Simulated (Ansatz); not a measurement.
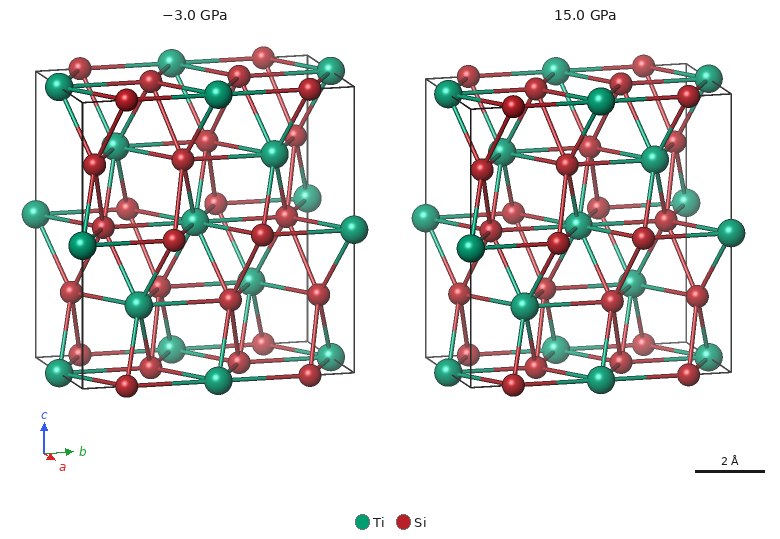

Crystalline TiSi₂ (set up in Fddd), relaxed (cell and atoms) at several target pressures. The picture shows the first and the last member. The picture is a ball-and-stick view of the conventional cell (4 times the calculation's cell), seen slightly off an axis. Lengths and directions refer to the drawn axes.

Computed with Ansatz 0.2.0: DFT r2SCAN, scalar-relativistic, plane waves, PAW. Settings: plane-wave cutoff 500 eV; k-point mesh 10 × 10 × 10; occupations gaussian; smearing width 0.1 eV; no spin polarisation; cell and atoms relaxed; force threshold 0.008 eV/Å.

| pressure (GPa) | volume (Å³/atom) | a (Å) | b (Å) | c (Å) |
| --- | --- | --- | --- | --- |
| −3.0 | 14.269 | 4.816 | 8.305 | 8.562 |
| 0.0 | 13.965 | 4.781 | 8.232 | 8.516 |
| 3.0 | ? | ? | ? | ? |
| 8.0 | 13.297 | 4.700 | 8.072 | 8.411 |
| 15.0 | 12.829 | 4.643 | 7.959 | 8.332 |

### Fill in the missing row.

Murnaghan's form V = V₀(1 + B′P/B₀)^(−1/B′), with V₀ = 13.965 Å³ from the row at zero pressure, fits the other rows with B₀ = 146 GPa and B′ = 4.35 (largest miss 0.002 Å³). At 3.0 GPa it gives 13.965 × (1 + 4.35 × 3.0/146)^(−1/4.35) = 13.693 Å³ per atom. The calculation gives 13.693 Å³/atom (a = 4.750 Å, b = 8.166 Å, c = 8.473 Å). The estimate is right to the digits shown. From the first member to the last: Si–Ti 2.803 → 2.679 Å, Ti–Ti 3.216 → 3.106 Å, Si–Ti 2.761 → 2.661 Å.

The whole series:

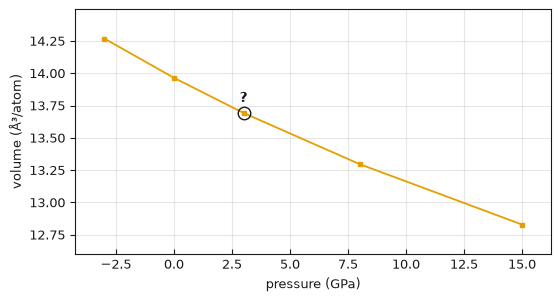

Each member starts from this one structure; whether another phase lies lower wasn't checked.
